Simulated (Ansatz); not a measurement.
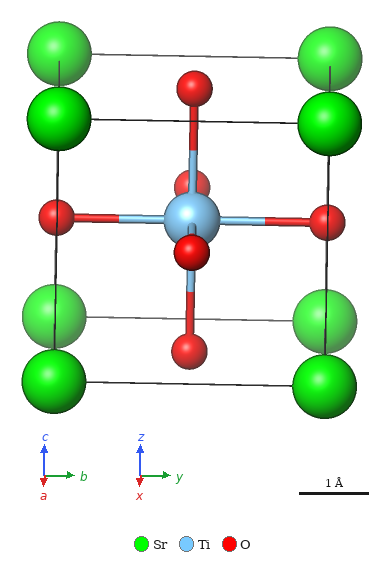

Solid SrTiO3 (Pm-3m): the cell is strained in shear in the yz plane, with the atoms kept at their fractional coordinates. x, y and z are the Cartesian axes of the input. The picture shows the reference cell. The picture is a ball-and-stick view of the cell of the calculation, seen along the a axis, with a slight tilt.

Level of theory: DFT PBE, scalar-relativistic, plane waves, PAW in Ansatz 0.2.0. (plane-wave cutoff 420 eV; k-point mesh 8 × 8 × 8; occupations gaussian; smearing width 0.05 eV; no spin polarisation). Energies (free energies at the smearing named) are counted from the relaxed crystal.

Input
```yaml
crystal:
  lattice:
    - [3.9364035669, 0.0, 0.0]
    - [0.0, 3.9364035669, 0.0]
    - [0.0, 0.0, 3.9364035669]
  atoms:
    - { symbol: Sr, position: [0.0, 0.0, 0.0] }
    - { symbol: Ti, position: [0.5, 0.5, 0.5] }
    - { symbol: O, position: [0.0, 0.5, 0.5] }
    - { symbol: O, position: [0.5, 0.0, 0.5] }
    - { symbol: O, position: [0.5, 0.5, 0.0] }
basis:
  ecutwfc: 420
kpoints:
  mp_grid: { grid: [8, 8, 8] }
hamiltonian:
  xc: pbe
scf:
  occupations: { method: gaussian, width: 0.05 }
output:
  forces: true
  stress: true
  eigenvalues: true
  write_density: true
  write_potential: true
  elf: true
  volumetric_format: npy
```

Run as
```bash
ansatz run input.yaml --threads 1 --pin off --max-ram 2560MiB --backend cpu --events-out ev --progress --plain --runs-dir out
```

**Give the energy at each point (the strain: −0.040, −0.030, −0.020, −0.010, 0.000, 0.005, 0.010, 0.015, 0.020, 0.025, 0.030, 0.035, 0.040).**

| engineering shear strain | ΔE (meV/atom) |
| --- | --- |
| −0.040 | 6.70 |
| −0.030 | 3.76 |
| −0.020 | 1.66 |
| −0.010 | 0.41 |
| 0.000 | 0.00 |
| 0.005 | 0.09 |
| 0.010 | 0.41 |
| 0.015 | 0.92 |
| 0.020 | 1.66 |
| 0.025 | 2.61 |
| 0.030 | 3.76 |
| 0.035 | 5.12 |
| 0.040 | 6.70 |

Points that are alike by symmetry were computed once.

Of the computed points the lowest is at the strain 0.00, 0.00 meV/atom. The end points stand at 6.70 meV/atom (−0.04) and 6.70 meV/atom (0.04). The curvature at zero strain, (1/V) d²E/dε², is about 110 GPa; it is C₄₄ with clamped ions. The distortion takes the space group from Pm-3m to Cmmm. At the strain −0.04 the cell of the drawing goes b 3.936 → 3.937 Å, c 3.936 → 3.937 Å, α 90.0° → 92.3°.

As a plot (hollow markers are points alike by symmetry):

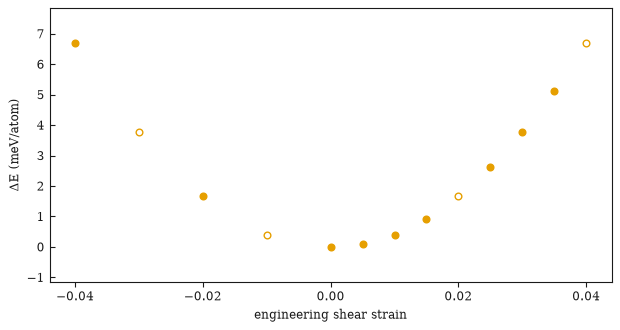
